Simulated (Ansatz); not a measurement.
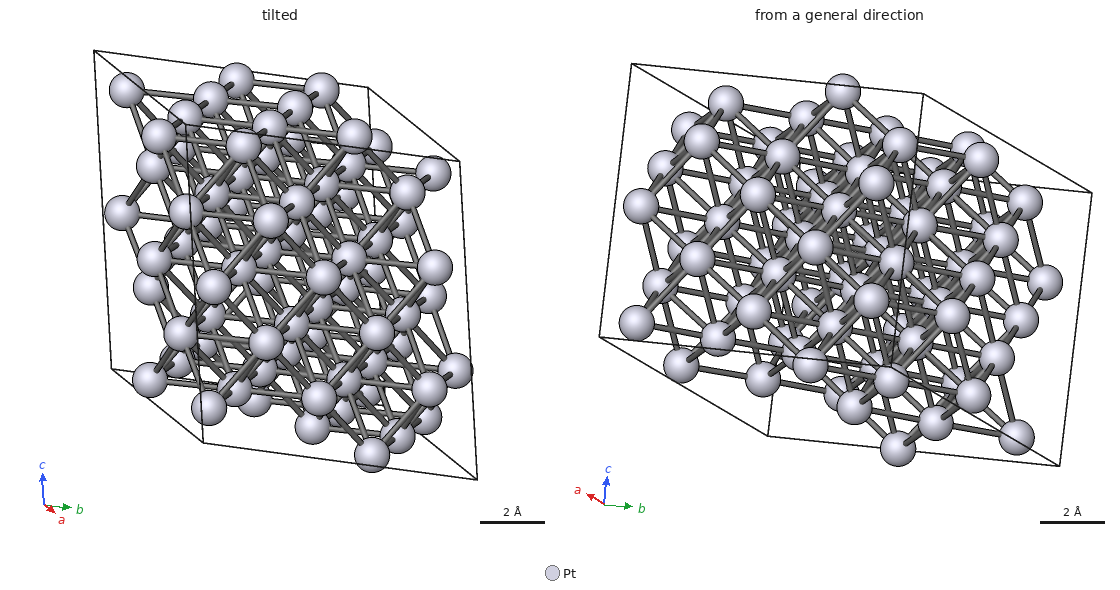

This ball-and-stick model is shown slightly off an axis and from a general direction. The lines enclose the supercell; boundary atoms appear with their images. The host is Pt, in a cell of 62 sites, and the cell is neutral.

Describe the defect.

A platinum vacancy. Around the empty site lie twelve Pt at about 2.7 Å.

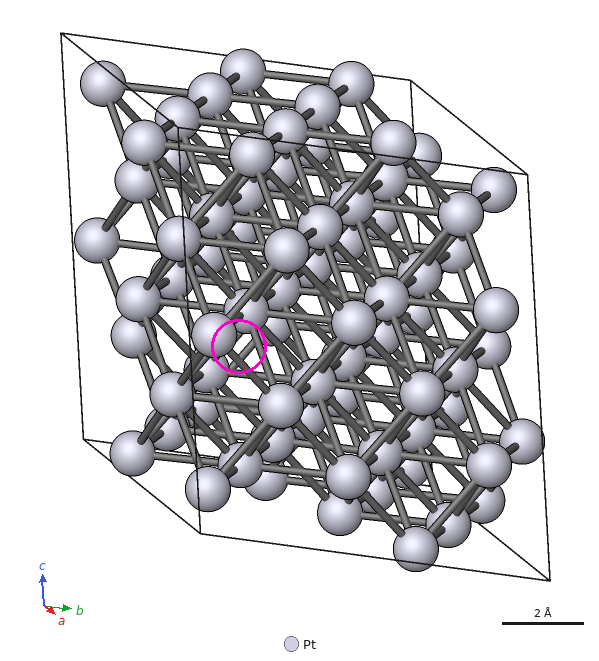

The same cell with a ring at the defect's site.

The atoms were relaxed in the host's cell with Ansatz, DFT PBE, scalar-relativistic, plane waves, PAW.
